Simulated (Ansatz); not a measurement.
# Magnon dispersion of ferromagnetic GdB2Rh3 along and across the hexagonal axis from PBEsol+U exchange couplings

A magnetic material in a spintronic or cooling device keeps its order on warming only as far as its spin waves cost enough energy, and a crystal with stiff and soft directions is limited largely by the soft ones. In GdB2Rh3 the Gd atoms form straight chains along the hexagonal axis, with wider spacing between chains, so a strong directional contrast is likely. The question is how large it is and which Gd–Gd couplings produce it. The energies are those of adiabatic magnons in linear spin-wave theory, counted from the collinear ferromagnetic state, with PBEsol, U = 6 eV on Gd 4f and couplings at constrained moments. No measured spectrum is shown, so the comparison is between directions and with the listed couplings.

## Systems and settings

One crystal, GdB2Rh3 (P6/mmm), in the lowest of the collinear states that were tried (6 atom(s), 1 counted as magnetic, largest moment 7.13 muB), from measured cells of the Crystallography Open Database. Ansatz 0.2.0, plane waves with its default PAW datasets, cutoff 420 eV, collinear spins without spin-orbit coupling, Fermi-Dirac smearing of 0.15 eV. The k mesh is 10×10×14 and the sums for the couplings run over 10×10×16. Functional: PBEsol, Dudarev U (eV) Gd 6. The couplings are taken at constrained moments: the directions are held and the rest of the density and field relaxes in linear response. Three of the shells of the first set, not a full list of the strongest, are Gd–Gd pairs at 3.11 Å, 2 neighbours, J = 4.28 meV; Gd–Gd pairs at 5.40 Å, 6 neighbours, J = 0.273 meV; Gd–Gd pairs at 9.86 Å, 12 neighbours, J = 0.00741 meV. Adiabatic magnon energies follow from all couplings by linear spin-wave theory along a path through the zone of the magnetic cell. The rows are a selection of 22 of the 67 points on this stretch of the path, with its corners; over all 67 points the lowest branch of the first set reaches 12.9 meV. By the count of bands on its mesh the state is metallic.

Notes on method and selection:

- J is defined by E = -sum over ordered pairs (each pair twice) of J e_i.e_j with unit vectors e, a classical Heisenberg model without biquadratic or multi-spin terms, so J > 0 favours parallel moments and the moment's size is inside J.
- Without spin-orbit coupling there is no anisotropy, so the lowest branch goes to zero at the ordering wavevectors; damping and quantum corrections are left out.
- Couplings at rigid moments can miss in size and sometimes in sign.
- The state is the lowest of a few collinear starts and need not be the true ground state; spin-orbit coupling is left out.
- Couplings between f moments are uncertain at this level, and rigid ones can be several times too large.
- Ansatz's own search for a lower self-consistent state was switched off in these runs, so a run may rest in a state that is not the lowest for its pattern of moments.
- Runs whose couplings were flagged as in doubt, moved by over 30 per cent with the upper empty bands, lost their pattern of moments or rest on unlike orbital states are not listed.
- For crystals with 4f or 5f elements only couplings at constrained moments are used, since rigid ones can be several times too large.
- Runs that did not converge, have known faults or may not be shown are not listed, and runs on Ansatz's PAW sets soft_1 and soft_2 are kept to separate tables.

Columns:

- path length (1/Å): length along the path from its start.
- q: wavevector in fractions of the magnetic cell's reciprocal vectors.
- lowest, constrained (meV): energy of the lowest magnon branch, constrained couplings.

Input lines of one member:

```
magnetization:
  spin_polarized: true
kpoints:
  mp_grid: { grid: [10, 10, 14] }
  band_path:
    path:
      - [0.0, 0.0, 0.0]
      - [0.5, 0.0, 0.0]
      - [0.3333333333, 0.3333333333, 0.0]
      - [0.0, 0.0, 0.0]
      - [0.0, 0.0, 0.5]
      - [0.5, 0.0, 0.5]
      - [0.3333333333, 0.3333333333, 0.5]
    npoints: 11
hamiltonian:
  xc: pbesol
  hubbard:
    sites: [{ species: Gd, l: f, u_eff: 6.0 }]
    projectors: ortho-atomic
scf:
  occupations: { method: fermi_dirac, width: 0.15 }
  lower_state_search: "off"
output:
  write_bands: true
  eigenstates:
    nscf_kmesh: { grid: [10, 10, 16] }
    top_band: c114
    exchange_couplings: { magnetic: [{ species: Gd }] }
```

Command (options for logging and memory left out): `ansatz run input.yaml`

## Computed values

| member | path length (1/Å) | q | lowest, constrained (meV) | remark |
| --- | --- | --- | --- | --- |
| 0.000 1/Å | 0.000 | (0, 0, 0) | 0.00 | corner of the path |
| 0.244 1/Å | 0.244 | (0.182, 0, 0) | 0.99 |  |
| 0.488 1/Å | 0.488 | (0.364, 0, 0) | 2.60 |  |
| 0.671 1/Å | 0.671 | (0.5, 0, 0) | 3.05 | corner of the path |
| 0.707 1/Å | 0.707 | (0.485, 0.03, 0) | 3.06 |  |
| 0.848 1/Å | 0.848 | (0.424, 0.152, 0) | 3.19 |  |
| 0.989 1/Å | 0.989 | (0.364, 0.273, 0) | 3.37 |  |
| 1.059 1/Å | 1.059 | (0.333, 0.333, 0) | 3.41 | corner of the path |
| 1.200 1/Å | 1.200 | (0.273, 0.273, 0) | 3.24 |  |
| 1.482 1/Å | 1.482 | (0.152, 0.152, 0) | 1.77 |  |
| 1.764 1/Å | 1.764 | (0.03, 0.03, 0) | 0.10 |  |
| 1.834 1/Å | 1.834 | (0, 0, 0) | 0.00 | corner of the path |
| 2.110 1/Å | 2.110 | (0, 0, 0.136) | ? |  |
| 2.477 1/Å | 2.477 | (0, 0, 0.318) | 10.57 |  |
| 2.844 1/Å | 2.844 | (0, 0, 0.5) | 12.90 | corner of the path |
| 3.088 1/Å | 3.088 | (0.182, 0, 0.5) | 12.75 |  |
| 3.332 1/Å | 3.332 | (0.364, 0, 0.5) | 12.45 |  |
| 3.515 1/Å | 3.515 | (0.5, 0, 0.5) | 12.35 | corner of the path |
| 3.550 1/Å | 3.550 | (0.485, 0.03, 0.5) | 12.35 |  |
| 3.691 1/Å | 3.691 | (0.424, 0.152, 0.5) | 12.36 |  |
| 3.832 1/Å | 3.832 | (0.364, 0.273, 0.5) | 12.37 |  |
| 3.903 1/Å | 3.903 | (0.333, 0.333, 0.5) | 12.37 | corner of the path |

Cells marked ? are withheld until the estimate has been made.

lowest, constrained (meV) against path length (1/Å), members shown:

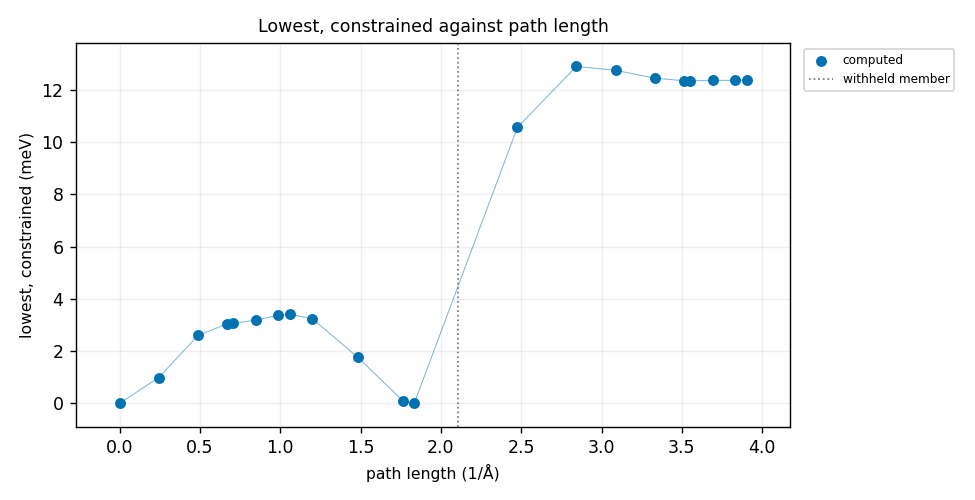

## What drives the series

The branch is steep along the chains and shallow across them. It reaches 12.90 meV at (0, 0, 0.5), but only 3.05 meV at (0.5, 0, 0) and 3.41 meV at (0.333, 0.333, 0), a ratio of 12.90 / 3.41 = 3.78 between the axial and the larger in-plane value.

With one Gd atom per cell, the energy is (4/m) Σ J [1 − cos(q·R)], summed over all neighbours, with m = 7.13 the moment in μB. The prefactor is 4 / 7.13 = 0.561. At (0, 0, 0.5) successive Gd layers precess in antiphase, and the two chain neighbours at 3.11 Å give 0.561 × 2 × 4.28 × 2 = 9.60 meV, about three quarters of the total. The rest comes from other pairs in layers an odd number of steps apart.

Across the chains, the shell at 5.40 Å is not enough. At (0.5, 0, 0) four of its six neighbours are in antiphase, which gives 0.561 × 4 × 0.273 × 2 = 1.23 meV out of 3.05 meV. The top face of the zone shows where the remainder lies. There the energy falls from 12.90 to 12.35 meV between (0, 0, 0.5) and (0.5, 0, 0.5), because couplings between odd-spaced layers enter with reversed sign. Their part of the in-plane energy is (3.05 + 12.90 − 12.35) / 2 = 1.80 meV, leaving 3.05 − 1.80 = 1.25 meV for pairs within a layer or an even number of layers apart, close to the 1.23 meV of the 5.40 Å shell. Oblique couplings between chains, ferromagnetic on balance, thus stiffen the basal plane and nearly flatten the top face.

The 4f shells hardly overlap, so the coupling must pass through the valence electrons, probably by way of Gd 5d and Rh 4d states. The overall energy scale depends clearly on the chosen U.

## Blind estimate

Plain estimates from the members shown:

- 2.110 1/Å, straight-line interpolation between 1.834 1/Å and 2.477 1/Å: w = (2.110 − 1.834) / (2.477 − 1.834) = 0.429, so 0.00 + 0.429 × (10.57 − 0.00) = 4.54 meV

The straight line gives 4.54 meV, but a ferromagnetic branch starts quadratically, so a sum of cosines over layer spacings is preferred. Let A1, A2 and A3 be the weights in meV of 1 − cos(2πn q_z) for n = 1, 2, 3.

The zone-edge energy fixes A1 + A3 = 12.90 / 2 = 6.45. The chain neighbours supply 0.561 × 2 × 4.28 = 4.80 of A1. If the odd-layer part, 1.80 meV, belongs to the 12 nearest oblique pairs, of which 8 are in antiphase at (0.5, 0, 0), they add 1.80 × 12 / 16 = 1.35. Hence A1 = 4.80 + 1.35 = 6.15 and A3 = 6.45 − 6.15 = 0.30. The same oblique coupling predicts 1.80 × 18 / 16 = 2.03 meV for the odd-layer part at (0.333, 0.333, 0); the table gives (3.41 + 12.90 − 12.37) / 2 = 1.97 meV.

At q_z = 7 / 22 = 0.318 the cosines for n = 1, 2, 3 are about −0.42, −0.65 and 0.96, so the factors are 1 + 0.42 = 1.42, 1 + 0.65 = 1.65 and 1 − 0.96 = 0.04. The energy there then yields A2 = (10.57 − 6.15 × 1.42 − 0.30 × 0.04) / 1.65 = 1.11. At q_z = 3 / 22 = 0.136 the cosines are about 0.65, −0.14 and −0.84, so the factors are 1 − 0.65 = 0.35, 1 + 0.14 = 1.14 and 1 + 0.84 = 1.84, and the sum is 6.15 × 0.35 + 1.11 × 1.14 + 0.30 × 1.84 = 3.97 meV.

The weak point is A3, a small difference of larger terms. A moment of 7.0 instead of 7.13 in the prefactor lowers the result by about 0.2 meV; the mismatch in the oblique test and a fourth-layer weight of 0.1 meV each move it by about 0.1 meV. Together these suggest an error of 0.3 meV.

**Committed estimate, 2.110 1/Å: lowest, constrained = 4.0 ± 0.3 meV.**

## Result

| member | path length (1/Å) | q | lowest, constrained (meV) |
| --- | --- | --- | --- |
| 2.110 1/Å | 2.110 | (0, 0, 0.136) | 4.15 |

| member | estimate | lowest, constrained (meV) | computed | estimate − computed | miss in error bars |
| --- | --- | --- | --- | --- | --- |
| 2.110 1/Å | committed | 4.00 | 4.15 | −0.15 | 0.5 |
| 2.110 1/Å | interpolation | 4.54 | 4.15 | +0.39 |  |

lowest, constrained (meV) against path length (1/Å):

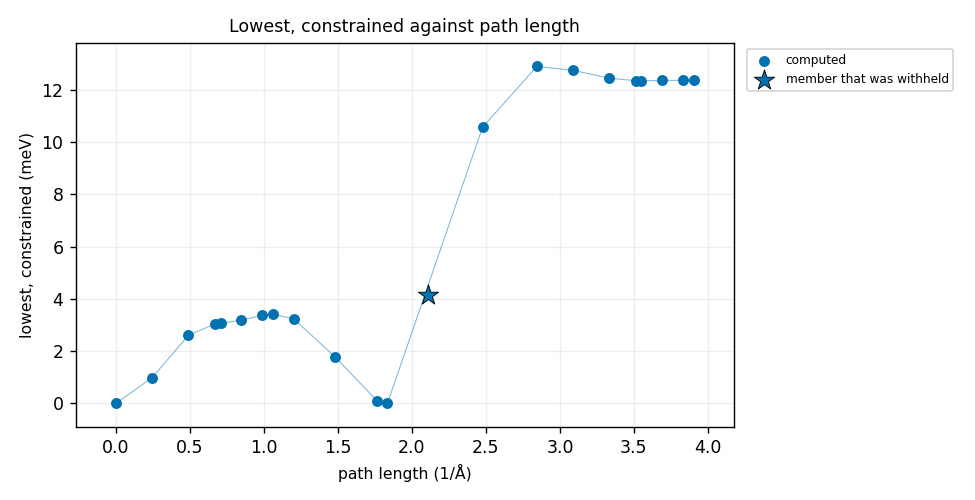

The estimate of 4.0 ± 0.3 meV lies 0.15 meV below the computed 4.15 meV, half an error bar away. The straight line, at 4.54 meV, missed by 0.39 meV in the other direction, as expected for a branch that starts quadratically.

The sum over layer spacings held. Solving for the three weights with the new value raises A3 from 0.30 to about 0.4 meV and A2 from 1.11 to about 1.2 meV, with A1 slightly lower. Three energies fix three weights exactly, so this solution is not a test of the cut after the third layer.

The result also shows that coupling between adjacent layers alone cannot shape the axial branch. If it supplied the whole zone-edge energy, the value at q_z = 0.136 would be 6.45 × 0.35 = 2.26 meV, little more than half of what was computed. Ferromagnetic coupling between more distant layers stiffens the long waves, although the 3.11 Å pairs still dominate at the zone edge.

## Members off the line

No point stands out: the energies follow a smooth branch, and the steep rise along the axis to the top face is the directional contrast itself. The five rows from (0.5, 0, 0.5) to (0.333, 0.333, 0.5) differ by only 0.02 meV, too little to give their order a physical meaning.

## What to take away

Along the shown path, a few layer couplings describe the axial branch well enough to estimate a withheld point to a few tenths of a meV, given its neighbours and the zone-edge energy. This single test says nothing about other compounds.

For practical use, energy can be divided by wavevector squared. The axial point lies 2.110 − 1.834 = 0.276 1/Å from the zone centre, which gives 4.15 / 0.276² = 54 meV Å² along the axis, against 0.99 / 0.244² = 17 meV Å² in the plane. These are values at finite wavevector, not the long-wave stiffness, but they show that the directional contrast persists well inside the zone, with a ratio of about three at these wavevectors.

Spin-orbit coupling could open a gap at the zone centre, probably a small one because the half-filled 4f shell has little anisotropy of its own, so it would matter only for the lowest energies. Warming would lower the magnon energies, strongly so near the Curie temperature.

[Logs are printed without paths, hosts, clocks, repeated set-up lines and the standing remarks that a program may print on its own settings, such as how far it seeks lower states.]
